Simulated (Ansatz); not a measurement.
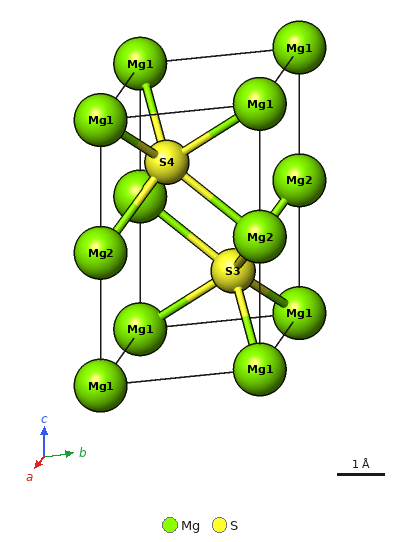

**Figure 1.** The input geometry of run 1 (ball-and-stick view of the cell of the calculation, seen at an oblique angle; atoms are numbered from 1 in the order of the input). Near neighbours in the crystal (not all of them lie inside the picture): Mg has 6 S at 2.58 Å; S has 6 Mg at 2.58 Å.

## MgS: a changed input and its effect

System: MgS (4 atoms in the cell).
Method of run 1: DFT, r2SCAN, plane waves, PAW, no spin polarisation (Ansatz 0.2.0).

The structure was built on a prototype by a generator. The geometry comes from this level: r2SCAN (a point of a series of strains). Text and figures count atoms from 1; the logs count them from 0 in places.

**Input, run 1**
```yaml
crystal:
  lattice:
    - [3.5940341746, 0.0, 0.0]
    - [-1.7970170873, 3.1125248973, 0.0]
    - [0.0, 0.0, 6.1473560943]
  atoms:
    - { symbol: Mg, position: [0.0, 0.0, 0.0] }
    - { symbol: Mg, position: [0.0, 0.0, 0.5] }
    - { symbol: S, position: [0.3333333333, 0.6666666667, 0.25] }
    - { symbol: S, position: [0.6666666667, 0.3333333333, 0.75] }
kpoints:
  mp_grid: { grid: [12, 12, 4] }
  band_path:
    path:
      - [0.0, 0.0, 0.0]
      - [0.5, 0.0, 0.0]
      - [0.3333333333, 0.3333333333, 0.0]
      - [0.0, 0.0, 0.5]
      - [0.5, 0.0, 0.5]
      - [0.3333333333, 0.3333333333, 0.5]
    npoints: 1
hamiltonian:
  xc: r2scan
scf:
  occupations: { method: fixed }
  n_extra_bands: 5
output:
  forces: true
  stress: true
  eigenvalues: true
```

Hardware: 4 threads of an Arm (aarch64) CPU, shared host.

**Output, shortened to warnings, some set-up lines, iterations and results (run 1)**
```
Basis set: ecut = 500 eV, 1775 PW (Γ), exchange–correlation on 108×108×180 points (64 copies of the dense FFT grid, shifted against one another)
Symmetry: 24 space group operations
k-points: 57 of 576
Initial density: superposition of atomic densities (neutral atoms: chi_scale 0, normalization atom), corrected by the library's trained network
[...]
SCF iter   1: F=—  HF=-5670.903771 eV  |F-HF|=—  |Δ(HF+E_count)|=         —  Δρ=7.05e-3  dr2=1.27e-2  dr2_τ=1.58e-2  ethr=1.77e-3  ⟨swp⟩=4.5  Hψ=5356  notcnv=0  defer=159
SCF iter   2: F=—  HF=-5671.006842 eV  |F-HF|=—  |Δ(HF+E_count)|=   1.03e-1  Δρ=3.56e-3  dr2=6.06e-3  dr2_τ=1.53e-4  ethr=3.96e-5  ⟨swp⟩=2.5  Hψ=2717  notcnv=0  defer=166
SCF iter   3: F=—  HF=-5671.007534 eV  |F-HF|=—  |Δ(HF+E_count)|=   6.92e-4  Δρ=1.13e-3  dr2=6.61e-4  dr2_τ=3.91e-5  ethr=1.89e-5  ⟨swp⟩=3.0  Hψ=2071  notcnv=0  defer=169
SCF iter   4: F=—  HF=-5671.007641 eV  |F-HF|=—  |Δ(HF+E_count)|=   1.07e-4  Δρ=1.89e-4  dr2=2.29e-5  dr2_τ=1.37e-6  ethr=2.07e-6  ⟨swp⟩=2.0  Hψ=1256  notcnv=0  defer=169
SCF iter   5: F=—  HF=-5671.007644 eV  |F-HF|=—  |Δ(HF+E_count)|=   2.62e-6  Δρ=2.75e-5  dr2=4.94e-7  dr2_τ=3.58e-8  ethr=7.15e-8  ⟨swp⟩=2.4  Hψ=2066  notcnv=0  defer=57
SCF iter   6: F=-5671.007644 eV  HF=-5671.007644 eV  |F-HF|=5.77e-9  |Δ(HF+E_count)|=   1.83e-7  Δρ=4.56e-6  dr2=1.37e-8  dr2_τ=4.24e-10  ethr=3.13e-10  ⟨swp⟩=9.4  Hψ=5990  …
SCF 1 converged in 6 iterations: F = -5671.007644 eV  dr2 = 1.37e-8
NSCF: frozen V_eff on 6 k-points
SCF converged after 6 iterations
Free energy (F): -5671.007644 eV
Harris-Foulkes:  -5671.007644 eV  (|F-HF|=5.77e-9)
Internal energy: -5671.007644 eV  (E = F + TS)
E sigma→0 (E₀):  -5671.007644 eV
Fermi energy:    6.529857 eV
--- Per-component energies (eV) ---
  E_band       = -690.475706
  E_kinetic    = 371.091529
  E_local      = -3336.896944  (includes V_loc(G=0)·N_el)
  E_nonlocal   = 247.222383
  E_hartree    = 1192.676870
  E_xc         = -242.037067
  E_vxc        = -273.302971  (∫ρ·V_xc dr)
  E_paw        = -1812.130322  (= ΣΔE_a)
  E_vpaw       = -97.911539  (= ΣTr[D̂ρ^β])
  E_aug_tail   = -0.000002  (compensation charges beyond the density's cutoff)
  E_vtau       = 13.967478  (kinetic-family band-sum trace: ∫τ·v_τ [+ j·A + Jᵃ·Aᵃ] dr)
  E_ewald      = -2090.662142
  E_core_change = -0.271950  (= ΣΔE_core)
  E_smearing   = -0.000000  (= −TS)
  E_closure    = -0.000000  (closes the sum)
  Σ components = -5671.007644   (vs F -5671.007644, Δ=0.00e0)
--- Forces (eV/Å), atoms counted from 1 ---
  atom   1  Mg     0.00000000    -0.00000000    -0.00000000
  atom   2  Mg     0.00000000    -0.00000000     0.00000000
  atom   3  S      0.00000000     0.00000000     0.00000000
  atom   4  S      0.00000000    -0.00000000    -0.00000000
  max |Σ_I F_I| component: 3.70e-17 eV/Å
--- Stress (GPa, compression-positive) ---
        3.075474       0.000000       0.000000
        0.000000       3.075474       0.000000
        0.000000       0.000000       0.874740
  P = ⅓ Tr σ = 2.3419 GPa (23.419 kbar)
```

For run 2 the input was changed thus:
```diff
-  xc: r2scan
+  xc: pbe
-  occupations: { method: fixed }
+  occupations: { method: fermi_dirac, width: 0.02 }
```

What does this change do to the results?

The total energies belong to different methods, so their difference says nothing on which is more stable or more accurate. The gap on the mesh goes from 4.04 to 3.38 eV. The pressure goes from 2.34 to 3.54 GPa. The functional changes from r2SCAN to PBE. The SCF takes 7 iterations against 6. The default cutoff goes from 500 to 420 eV with the change. The plane waves at Γ go from 1775 to 1305.

**Output, shortened to warnings, some set-up lines, iterations and results (run 2)**
```
Basis set: ecut = 420 eV, 1305 PW (Γ), exchange–correlation on 50×50×90 points (8 copies of the dense FFT grid, shifted against one another)
Symmetry: 24 space group operations
k-points: 57 of 576
Initial density: superposition of atomic densities (neutral atoms: chi_scale 0, normalization atom), corrected by the library's trained network
[...]
SCF iter   1: F=—  HF=-5657.355968 eV  |F-HF|=—  |Δ(HF+E_count)|=         —  Δρ=7.60e-4  dr2=2.30e-4  ethr=1.77e-3  ⟨swp⟩=7.1  Hψ=6030  notcnv=0
SCF iter   2: F=—  HF=-5657.354059 eV  |F-HF|=—  |Δ(HF+E_count)|=   1.91e-3  Δρ=5.76e-4  dr2=2.51e-4  ethr=7.17e-7  ⟨swp⟩=3.1  Hψ=2831  notcnv=0  defer=11
SCF iter   3: F=—  HF=-5657.354072 eV  |F-HF|=—  |Δ(HF+E_count)|=   1.31e-5  Δρ=1.95e-4  dr2=2.26e-5  ethr=7.17e-7  ⟨swp⟩=2.0  Hψ=1500  notcnv=0  defer=14
SCF iter   4: F=—  HF=-5657.354097 eV  |F-HF|=—  |Δ(HF+E_count)|=   2.52e-5  Δρ=5.02e-5  dr2=1.57e-6  ethr=7.06e-8  ⟨swp⟩=2.0  Hψ=1591  notcnv=0  defer=14
SCF iter   5: F=—  HF=-5657.354097 eV  |F-HF|=—  |Δ(HF+E_count)|=   2.10e-7  Δρ=2.99e-5  dr2=8.56e-7  ethr=4.92e-9  ⟨swp⟩=2.0  Hψ=1467  notcnv=0  defer=14
SCF iter   6: F=—  HF=-5657.354097 eV  |F-HF|=—  |Δ(HF+E_count)|=   2.37e-7  Δρ=1.25e-5  dr2=1.57e-7  ethr=2.68e-9  ⟨swp⟩=2.2  Hψ=1441  notcnv=0  defer=14
SCF iter   7: F=-5657.354097 eV  HF=-5657.354097 eV  |F-HF|=1.33e-8  |Δ(HF+E_count)|=   4.84e-8  Δρ=4.14e-6  dr2=1.84e-8  ethr=3.13e-10  ⟨swp⟩=7.0  Hψ=4626  notcnv=0
SCF 1 converged in 7 iterations: F = -5657.354097 eV  dr2 = 1.84e-8
NSCF: frozen V_eff on 6 k-points
SCF converged after 7 iterations
Free energy (F): -5657.354097 eV
Harris-Foulkes:  -5657.354097 eV  (|F-HF|=1.33e-8)
Internal energy: -5657.354097 eV  (E = F + TS)
E sigma→0 (E₀):  -5657.354097 eV
Fermi energy:    8.449674 eV
--- Per-component energies (eV) ---
  E_band       = -655.205001
  E_kinetic    = 371.873917
  E_local      = -3334.509134  (includes V_loc(G=0)·N_el)
  E_nonlocal   = 246.893820
  E_hartree    = 1190.941468
  E_xc         = -256.092276
  E_vxc        = -254.881293  (∫ρ·V_xc dr)
  E_paw        = -1785.799748  (= ΣΔE_a)
  E_vpaw       = -66.465613  (= ΣTr[D̂ρ^β])
  E_aug_tail   = -0.000002  (compensation charges beyond the density's cutoff)
  E_ewald      = -2090.662142
  E_smearing   = -0.000000  (= −TS)
  E_closure    = 0.000000  (closes the sum)
  Σ components = -5657.354097   (vs F -5657.354097, Δ=0.00e0)
--- Forces (eV/Å), atoms counted from 1 ---
  atom   1  Mg     0.00000000     0.00000000     0.00000000
  atom   2  Mg     0.00000000    -0.00000000     0.00000000
  atom   3  S      0.00000000     0.00000000     0.00000000
  atom   4  S      0.00000000    -0.00000000    -0.00000000
  max |Σ_I F_I| component: 9.25e-18 eV/Å
--- Stress (GPa, compression-positive) ---
        4.192703      -0.000000       0.000000
       -0.000000       4.192703       0.000000
        0.000000       0.000000       2.230366
  P = ⅓ Tr σ = 3.5386 GPa (35.386 kbar)
```

**The two runs side by side**

```csv
quantity,run 1,run 2
outcome,converged,converged
free energy per atom (eV),−1417.7519,−1414.3385
gap on the mesh (eV),4.04,3.38
pressure (GPa),2.34,3.54
largest force (eV/Å),0.000,0.000
SCF iterations,6,7
irreducible k-points,57,57
plane waves at Γ,1775,1305
wall time (shared host),3.1 s,1.4 s
```
